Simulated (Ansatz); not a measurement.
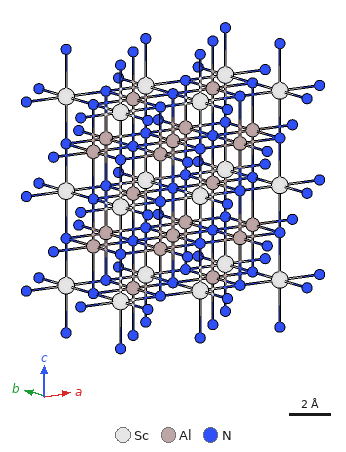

This is the input geometry for a relaxation of solid ScAl$_{3}$N$_{4}$ (a generated structure, set up in Pm-3m) (coarse preliminary run). A ball-and-stick model of the cell of the calculation, repeated 2 × 1 × 2 with one cell outlined, seen from a free direction.

All numbers below come from DFT PBE, scalar-relativistic, plane waves, PAW (Ansatz 0.2.0).

Input
```yaml
crystal:
  lattice:
    - [4.73933754, 0.0, 0.0]
    - [0.0, 4.73933754, 0.0]
    - [0.0, 0.0, 4.73933754]
  atoms:
    - { symbol: Sc, position: [0.0, 0.0, 0.0] }
    - { symbol: Al, position: [0.5, 0.0, 0.5] }
    - { symbol: Al, position: [0.5, 0.5, 0.0] }
    - { symbol: Al, position: [0.0, 0.5, 0.5] }
    - { symbol: "N", position: [0.0, 0.5, 0.0] }
    - { symbol: "N", position: [0.5, 0.5, 0.5] }
    - { symbol: "N", position: [0.0, 0.0, 0.5] }
    - { symbol: "N", position: [0.5, 0.0, 0.0] }
basis:
  ecutwfc: 420
kpoints:
  mp_grid: { grid: [4, 4, 4] }
hamiltonian:
  xc: pbe
scf:
  occupations: { method: gaussian, width: 0.1 }
  lower_state_search: "off"
output:
  forces: true
  stress: true
  eigenvalues: true
relax:
  adjacent_minimum: "off"
  f_tol: 0.04
  max_steps: 70
  cell: { stress_tol: 0.4 }
```

Run as
```bash
ansatz run input.yaml --threads 1 --pin off --max-ram 2560MiB --backend cpu --events-out ev --progress --plain --runs-dir out
```

Predict the outcome.

No atom moves by more than 0.005 Å relative to the cell. Cell: a = b = c 4.739 → 4.216 Å (−11.0 %). Volume −29.6 %. Some distances before and after: Al2–N6 2.370 → 2.108 Å, Sc1–N5 2.370 → 2.108 Å. The space group stays Pm-3m (No. 221). The energy falls by 639 meV per atom in 5 accepted moves (7 points after the start). All forces vanish by symmetry, so only the cell relaxes. Pressure: −38.09 GPa at the start and −0.01 GPa at the end. At 2 points the geometry stayed and the basis and grid were re-selected for the new cell (energy shift of 2.4 meV per atom at most each time). Cost: 9.8 s on 1 thread of Intel(R) Xeon(R) 6975P-C (Granite Rapids) (shared host), peak memory 0.43 GiB.

History of the run:

| step | E − E(0), meV/atom | pressure, GPa | volume, Å³/atom | note |
| --- | --- | --- | --- | --- |
| 0 | 0.00 | -38.09 | 13.306 |  |
| 1 | -407.45 | -29.88 | 11.454 |  |
| 2 | -629.64 | -8.58 | 9.781 |  |
| 3 | -641.52 | 1.80 | 9.314 |  |
| 4 | -641.71 | 0.00 | 9.388 |  |
| 5 | -639.31 | -0.49 | 9.388 | same geometry, new basis |
| 6 | -639.40 | 0.00 | 9.368 |  |
| 7 | -639.37 | -0.01 | 9.368 | same geometry, new basis |

The structure at the end:

```
CELL_PARAMETERS angstrom
4.21604 0.00000 0.00000
0.00000 4.21604 0.00000
0.00000 0.00000 4.21604
ATOMIC_POSITIONS crystal
Sc 0.00000 0.00000 0.00000
Al 0.50000 0.00000 0.50000
Al 0.50000 0.50000 0.00000
Al 0.00000 0.50000 0.50000
N 0.00000 0.50000 0.00000
N 0.50000 0.50000 0.50000
N 0.00000 0.00000 0.50000
N 0.50000 0.00000 0.00000
```

The end point in the same view:

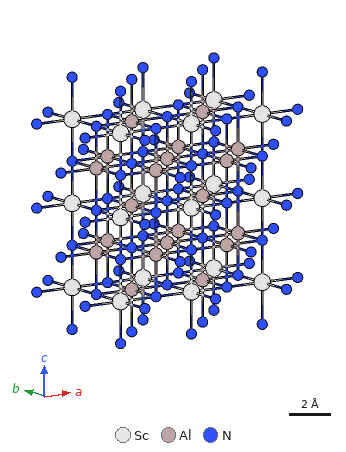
